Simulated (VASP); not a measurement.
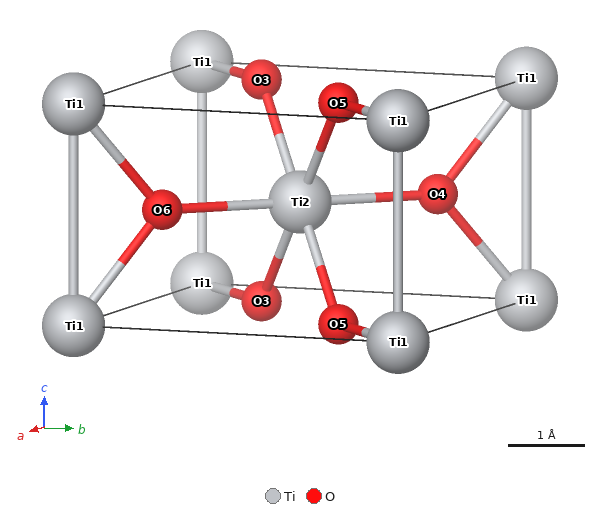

**Figure 1.** The input geometry of the first run (ball-and-stick view of the cell of the calculation, seen slightly off an axis; atoms are numbered from 1 in the order of the input). Near neighbours in the crystal (not all of them lie inside the picture): Ti has 6 O at 1.94 to 1.98 Å and 2 Ti at 2.94 Å; O has 3 Ti at 1.94 to 1.98 Å.

# What a change does: single-point calculation on TiO2

System: TiO2 (P4₂/mnm, 6 atoms in the cell).
Method of the first run: Kohn-Sham DFT of a periodic cell, PBEsol, VASP PAW PBE potentials, recommended, no spin polarisation (VASP 6.6.1).

The structure derives from an entry of the Crystallography Open Database. 

### INCAR, the first run
```
  ALGO = Normal
  EDIFF = 1E-7
  ENCUT = 700
  GGA = PS
  ISIF = 2
  ISMEAR = 0
  LASPH = T
  LCHARG = F
  LREAL = F
  LWAVE = F
  NBANDS = 33
  NELM = 60
  PREC = Accurate
  SIGMA = 0.02
```

### KPOINTS, the first run
```
k-points
0
Gamma
  6 6 10
```

### POSCAR, the first run
```
TiO2
1.0
    4.5922200000      0.0000000000      0.0000000000
    0.0000000000      4.5922200000      0.0000000000
    0.0000000000      0.0000000000      2.9420300000
Ti O
2 4
Direct
    1.0000000000      0.0000000000      0.0000000000
    0.5000000000      0.5000000000      0.5000000000
    0.3043000000      0.3043000000      0.0000000000
    0.1957000000      0.8043000000      0.5000000000
    0.6957000000      0.6957000000      1.0000000000
    0.8043000000      0.1957000000      0.5000000000
```

Launched with:
```bash
cat potpaw_PBE.64/Ti_sv/POTCAR potpaw_PBE.64/O/POTCAR > POTCAR
mpirun -np 1 vasp_std > vasp.out
```

Hardware: 1 thread of Intel Xeon (Granite Rapids), 64 GiB of memory available, shared host.

### OSZICAR and lines of OUTCAR (the first run)
```
N       E                     dE             d eps       ncg     rms          rms(c)
DAV:   1     0.725798525403E+03    0.72580E+03   -0.28826E+04  3960   0.212E+03
DAV:   2     0.419706787934E+02   -0.68383E+03   -0.63583E+03  4224   0.577E+02
DAV:   3    -0.668482346257E+02   -0.10882E+03   -0.10528E+03  5435   0.207E+02
DAV:   4    -0.723753848614E+02   -0.55272E+01   -0.55128E+01  5738   0.451E+01
DAV:   5    -0.726032681664E+02   -0.22788E+00   -0.22784E+00  5404   0.756E+00    0.315E+01
DAV:   6    -0.564846111211E+02    0.16119E+02   -0.69544E+01  5265   0.877E+01    0.108E+01
DAV:   7    -0.564014856455E+02    0.83125E-01   -0.12399E+01  4972   0.313E+01    0.938E+00
DAV:   8    -0.561613399618E+02    0.24015E+00   -0.57985E-01  4984   0.752E+00    0.572E+00
DAV:   9    -0.561714078171E+02   -0.10068E-01   -0.65113E-01  5302   0.872E+00    0.228E+00
DAV:  10    -0.561289472191E+02    0.42461E-01   -0.27025E-01  5059   0.586E+00    0.100E+00
DAV:  11    -0.561169931909E+02    0.11954E-01   -0.37311E-02  5463   0.127E+00    0.169E-01
DAV:  12    -0.561171845902E+02   -0.19140E-03   -0.17994E-03  4515   0.368E-01    0.121E-01
DAV:  13    -0.561170596382E+02    0.12495E-03   -0.86386E-04  5343   0.354E-01    0.562E-02
DAV:  14    -0.561170143049E+02    0.45333E-04   -0.20918E-04  5396   0.114E-01    0.132E-02
DAV:  15    -0.561170132398E+02    0.10651E-05   -0.21104E-05  4648   0.519E-02    0.954E-03
DAV:  16    -0.561170134474E+02   -0.20761E-06   -0.19846E-06  4960   0.153E-02    0.249E-03
DAV:  17    -0.561170134398E+02    0.75333E-08   -0.13644E-07  3272   0.470E-03
   1 F= -.56117013E+02 E0= -.56117013E+02  d E =-.816279E-40
[... from OUTCAR:]
  free energy    TOTEN  =       -56.11701344 eV
  energy without entropy =      -56.11701344  energy(sigma->0) =      -56.11701344
 E-fermi :   4.9692     XC(G=0): -11.7350     alpha+bet :-13.8833
  free  energy   TOTEN  =       -56.1170134398 eV
  energy  without entropy=      -56.1170134398  energy(sigma->0) =      -56.11701344
```

The input of the second run differs as follows (lines with − go, lines with + come):
```diff
-  ENCUT = 700
+  ENCUT = 520
-  SIGMA = 0.02
+  SIGMA = 0.5
```

Predict how the results change.

The free energy of the second run is 3.0 meV per atom higher, the joint effect of these numerical settings, which can't be told apart here. The pressure goes from −0.04 to 0.23 GPa. The number of SCF iterations is the same. The plane waves at Γ go from 2630.0 to 1696.0. On the same kind of shared host the second run took about 0.58 times as long.

### OSZICAR and lines of OUTCAR (the second run)
```
N       E                     dE             d eps       ncg     rms          rms(c)
DAV:   1     0.644790161572E+03    0.64479E+03   -0.24174E+04  3968   0.172E+03
DAV:   2     0.235757791963E+02   -0.62121E+03   -0.57482E+03  4301   0.511E+02
DAV:   3    -0.675998793432E+02   -0.91176E+02   -0.89303E+02  5318   0.188E+02
DAV:   4    -0.724052203706E+02   -0.48053E+01   -0.47938E+01  5832   0.407E+01
DAV:   5    -0.725905993093E+02   -0.18538E+00   -0.18536E+00  5194   0.646E+00    0.315E+01
DAV:   6    -0.564629934873E+02    0.16128E+02   -0.69570E+01  5248   0.875E+01    0.109E+01
DAV:   7    -0.563998759414E+02    0.63118E-01   -0.12600E+01  5050   0.316E+01    0.944E+00
DAV:   8    -0.561625261134E+02    0.23735E+00   -0.54966E-01  5029   0.715E+00    0.603E+00
DAV:   9    -0.561569474862E+02    0.55786E-02   -0.70509E-01  5297   0.934E+00    0.233E+00
DAV:  10    -0.561126092757E+02    0.44338E-01   -0.31546E-01  5003   0.605E+00    0.106E+00
DAV:  11    -0.560988911062E+02    0.13718E-01   -0.43115E-02  5363   0.135E+00    0.219E-01
DAV:  12    -0.560991736180E+02   -0.28251E-03   -0.24742E-03  4383   0.494E-01    0.142E-01
DAV:  13    -0.560989225383E+02    0.25108E-03   -0.91956E-04  5252   0.353E-01    0.414E-02
DAV:  14    -0.560988992346E+02    0.23304E-04   -0.15747E-04  4898   0.913E-02    0.127E-02
DAV:  15    -0.560988983142E+02    0.92046E-06   -0.12882E-05  5400   0.389E-02    0.661E-03
DAV:  16    -0.560988986862E+02   -0.37200E-06   -0.11190E-06  5052   0.113E-02    0.216E-03
DAV:  17    -0.560988986144E+02    0.71746E-07   -0.17393E-07  3510   0.575E-03
   1 F= -.56098899E+02 E0= -.56098407E+02  d E =-.984103E-03
[... from OUTCAR:]
  free energy    TOTEN  =       -56.09889861 eV
  energy without entropy =      -56.09791451  energy(sigma->0) =      -56.09840656
 E-fermi :   5.6389     XC(G=0): -11.7354     alpha+bet :-13.8833
  free  energy   TOTEN  =       -56.0988986144 eV
  energy  without entropy=      -56.0979145110  energy(sigma->0) =      -56.09840656
```

### The two runs side by side

```csv
quantity,the first run,the second run
outcome,converged,converged
free energy per atom (eV),−9.3528,−9.3498
gap on the mesh (eV),1.83,1.83
pressure (GPa),−0.04,0.23
largest force (eV/Å),0.005,0.002
SCF iterations,17,17
irreducible k-points,60,60
plane waves at Γ,2630,1696
```
